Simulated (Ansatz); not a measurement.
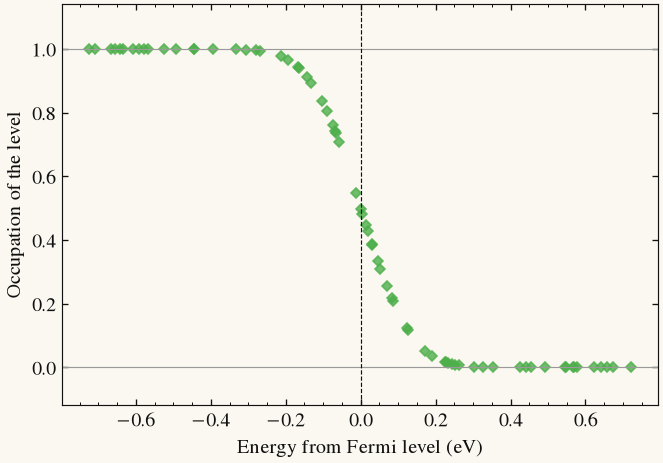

Occupations of the one-electron levels of the k mesh against their energy, from a run on Cu, space group I4/mmm (No. 139), 1 atom in the cell, with Ansatz.

**Name the smearing function and its width.**

Gaussian smearing with a width of 0.15 eV. The occupations stay between 0 and 1 and die off fast, as an error function; the slope at the Fermi level is 1/(√π × width).
